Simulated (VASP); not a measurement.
Geometry relaxation of Ti$_{2}$Si (part 7 of 7)

The same run, continued: Ti$_{2}$Si (3 atoms in the cell); Kohn-Sham DFT of a periodic cell, PBE, VASP PAW PBE potentials, recommended, no spin polarisation (VASP 6.6.1); cutoff 520 eV, 8×8×3 k-mesh, Gaussian smearing of 0.15 eV. The structure was built on a prototype by a generator; it need not be a known phase. The run did not end well.

Geometry of the input (Å; fractional positions):
```
2.9597  0.0000  0.0000
-1.4799  2.5632  0.0000
0.0000  0.0000  6.3868
Ti 0.0000  0.0000  0.7380
Ti 0.0000  0.0000  0.2620
Si 0.0000  0.0000  0.0000
```

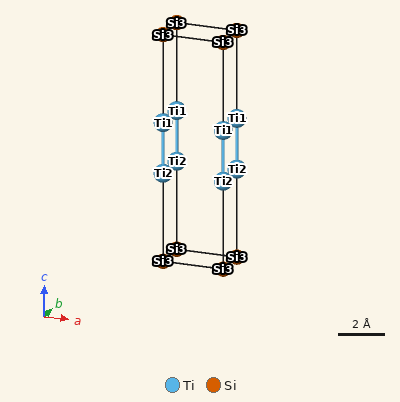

Figure 1. The geometry at step 17 of the log (ball-and-stick view of the cell of the calculation, seen slightly off an axis; atoms are numbered from 1 in the order of the input).

Trajectory as extended XYZ, continued
```
3
Lattice="3.0372 -0.0000 0.0000 -1.5186 2.6303 -0.0000 0.0000 0.0000 9.9938" Properties=species:S:1:pos:R:3:forces:R:3 step=10 energy=394.14264
Ti    0.0000    0.0000    5.9039    0.0000   0.0000 -24.1205
Ti    0.0000    0.0000    4.0899    0.0000   0.0000  24.1205
Si    0.0000    0.0000    0.0000    0.0000   0.0000   0.0000
3
Lattice="3.0401 -0.0000 0.0000 -1.5200 2.6328 -0.0000 0.0000 0.0000 10.0862" Properties=species:S:1:pos:R:3:forces:R:3 step=11 energy=949.68853
Ti    0.0000    0.0000    5.9545    0.0000   0.0000 200.6607
Ti    0.0000    0.0000    4.1316    0.0000   0.0000 -200.6607
Si    0.0000    0.0000    0.0000    0.0000   0.0000   0.0000
3
Lattice="3.3317 -0.0000 -0.0000 -1.6658 2.8853 0.0000 0.0000 -0.0000 9.7455" Properties=species:S:1:pos:R:3:forces:R:3 step=12 energy=310.51177
Ti    0.0000    0.0000    5.8831    0.0000   0.0000  -7.3339
Ti    0.0000    0.0000    3.8624    0.0000   0.0000   7.3339
Si    0.0000    0.0000    0.0000    0.0000   0.0000   0.0000
3
Lattice="3.3325 -0.0000 -0.0000 -1.6662 2.8860 0.0000 0.0000 -0.0000 9.7446" Properties=species:S:1:pos:R:3:forces:R:3 step=13 energy=496.76344
Ti    0.0000    0.0000    5.8829    0.0000   0.0000 108.8570
Ti    0.0000    0.0000    3.8616    0.0000   0.0000 -108.8570
Si    0.0000    0.0000    0.0000    0.0000   0.0000   0.0000
3
Lattice="3.4069 -0.0000 -0.0000 -1.7035 2.9505 -0.0000 0.0000 0.0000 10.0331" Properties=species:S:1:pos:R:3:forces:R:3 step=14 energy=257.47357
Ti   -1.7035    2.9505    6.1050    0.0000   0.0000  -8.5406
Ti    0.0000    0.0000    3.9280    0.0000   0.0000   8.5406
Si    0.0000    0.0000    0.0000    0.0000   0.0000   0.0000
3
Lattice="3.4072 -0.0000 -0.0000 -1.7036 2.9507 -0.0000 0.0000 0.0000 10.0340" Properties=species:S:1:pos:R:3:forces:R:3 step=15 energy=525.53649
Ti    0.0000    0.0000    6.1057    0.0000   0.0000 120.2730
Ti    0.0000    0.0000    3.9282    0.0000   0.0000 -120.2730
Si    0.0000    0.0000    0.0000    0.0000   0.0000   0.0000
3
Lattice="3.4634 -0.0000 -0.0000 -1.7317 2.9994 -0.0000 0.0000 -0.0000 10.1124" Properties=species:S:1:pos:R:3:forces:R:3 step=16 energy=262.81298
Ti   -1.7317    2.9994    6.1865    0.0000   0.0000 -16.3861
Ti    0.0000    0.0000    3.9259    0.0000   0.0000  16.3861
Si    0.0000    0.0000    0.0000    0.0000   0.0000   0.0000
3
Lattice="3.4635 -0.0000 -0.0000 -1.7317 2.9995 -0.0000 0.0000 -0.0000 10.1124" Properties=species:S:1:pos:R:3:forces:R:3 step=17 energy=814.75093
Ti    0.0000    0.0000    6.1866    0.0000   0.0000 162.1377
Ti    0.0000    0.0000    3.9259    0.0000   0.0000 -162.1377
Si    0.0000    0.0000    0.0000    0.0000   0.0000   0.0000
3
Lattice="3.5073 -0.0000 -0.0000 -1.7537 3.0374 -0.0000 0.0000 -0.0000 10.0936" Properties=species:S:1:pos:R:3:forces:R:3 step=18 energy=265.54595
Ti    0.0000    0.0000    6.1916    0.0000   0.0000 -18.8475
Ti    0.0000    0.0000    3.9020    0.0000   0.0000  18.8475
Si    0.0000    0.0000    0.0000    0.0000   0.0000   0.0000
3
Lattice="3.5073 -0.0000 -0.0000 -1.7537 3.0374 -0.0000 0.0000 -0.0000 10.0936" Properties=species:S:1:pos:R:3:forces:R:3 step=19 energy=597.02765
Ti    0.0000    0.0000    6.1916    0.0000   0.0000 127.7373
Ti    0.0000    0.0000    3.9020    0.0000   0.0000 -127.7373
Si    0.0000    0.0000    0.0000    0.0000   0.0000   0.0000
3
Lattice="3.5280 -0.0000 -0.0000 -1.7640 3.0554 -0.0000 0.0000 -0.0000 10.1376" Properties=species:S:1:pos:R:3:forces:R:3 step=20 energy=242.11049
Ti    0.0000    0.0000    6.2291    0.0000   0.0000 -13.3023
Ti    0.0000    0.0000    3.9085    0.0000   0.0000  13.3023
Si    0.0000    0.0000    0.0000    0.0000   0.0000   0.0000
3
Lattice="3.5280 -0.0000 -0.0000 -1.7640 3.0554 -0.0000 0.0000 -0.0000 10.1376" Properties=species:S:1:pos:R:3:forces:R:3 step=21 energy=590.89286
Ti    0.0000    0.0000    6.2291    0.0000   0.0000 121.5750
Ti    0.0000    0.0000    3.9085    0.0000   0.0000 -121.5750
Si    0.0000    0.0000    0.0000    0.0000   0.0000   0.0000
3
Lattice="3.5476 -0.0000 -0.0000 -1.7738 3.0723 -0.0000 0.0000 -0.0000 10.1646" Properties=species:S:1:pos:R:3:forces:R:3 step=22 energy=236.71642
Ti    0.0000    0.0000    6.2550    0.0000   0.0000 -13.5363
Ti    0.0000    0.0000    3.9096    0.0000   0.0000  13.5363
Si    0.0000    0.0000    0.0000    0.0000   0.0000   0.0000
3
Lattice="3.5476 -0.0000 -0.0000 -1.7738 3.0723 -0.0000 0.0000 -0.0000 10.1646" Properties=species:S:1:pos:R:3:forces:R:3 step=23 energy=379.03964
Ti    0.0000    0.0000    6.2550    0.0000   0.0000  94.7334
Ti    0.0000    0.0000    3.9096    0.0000   0.0000 -94.7334
Si    0.0000    0.0000    0.0000    0.0000   0.0000   0.0000
```

Outcome

| quantity | value |
| --- | --- |
| outcome | not converged |
| space group (tolerance 0.01 Å) | P6/mmm (191) |
| electrons treated | 28 |
| free energy | 379.0396 eV |
| Fermi energy | 62.810 eV |
| gap on the k-point mesh | none (metallic) |
| pressure | 134.56 GPa |
| final volume | 110.79 Å³ |
| largest force (length of the vector) at the end | 94.733 eV/Å |
| final cell | a = 3.548 Å, b = 3.548 Å, c = 10.165 Å, α = 90.00°, β = 90.00°, γ = 120.00° |
| wall time | 11 min |
| peak memory | 0.16 GiB |

What went wrong

The run did not converge. Its last values are not results.
